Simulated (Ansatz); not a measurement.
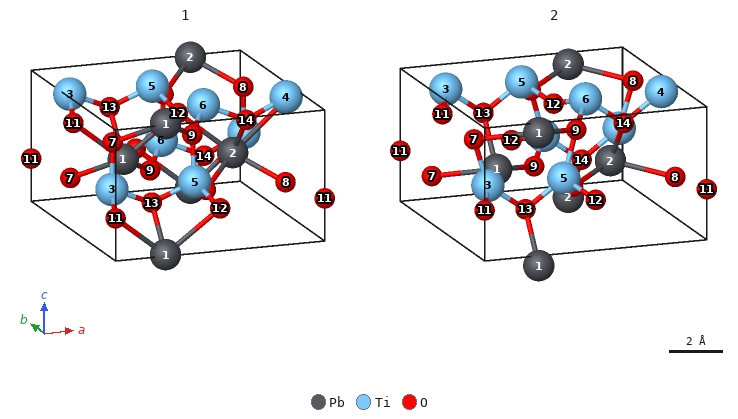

Two geometries of a crystal of Ti2PbO4 (a generated structure, set up in Ama2), drawn at one scale. One is the start of a relaxation, the other its converged end. Style: ball-and-stick. Shown: the conventional cell (2 times the calculation's cell), slightly off an axis. Lengths and directions refer to the drawn axes.

Level of theory: DFT, PAW plane waves, r2SCAN (Ansatz 0.2.0). (plane-wave cutoff 500 eV; k-point mesh 3 × 5 × 5; occupations fermi dirac; smearing width 0.1 eV; no spin polarisation; cell and atoms relaxed; force threshold 0.03 eV/Å; at most 60 steps)

Question: Which one is relaxed?

Answer: Structure 2 is the relaxed one. The start is a swapped structure. The largest moves relative to the cell, 0.43 Å, are those of Pb atoms. By element the largest moves are Pb 0.43 Å, O 0.37 Å, Ti 0.26 Å. The volume changes by +7.7 %, with a 8.502 → 9.033 Å (+6.3 %), b 9.343 → 9.330 Å (−0.1 %), c 5.175 → 5.253 Å (+1.5 %). Near-neighbour distances that change, for instance: O–Pb 2.732 → 3.318 Å, Ti–Ti 3.360 → 3.086 Å, Ti–Ti 3.095 → 3.342 Å, O–Pb 2.369 → 2.611 Å. Bond angles that change, for instance: O–Ti–O 110.8° → 141.3°, Pb–O–Ti 113.2° → 85.6°, Ti–O–Ti 132.8° → 109.5°. The space group stays Ama2 (No. 40). Over 14 accepted moves (16 points after the start) the energy falls by 217 meV per atom. The largest force component goes from 1.7 to 0.0049 eV/Å. Pressure: 16.52 GPa at the start and −0.01 GPa at the end. The line search rejected the trial step at point 3 of the run. The SCF was repeated once at an unchanged geometry on a basis and grid sized afresh for the cell, which shifted the energy by 0.5 meV per atom at most.
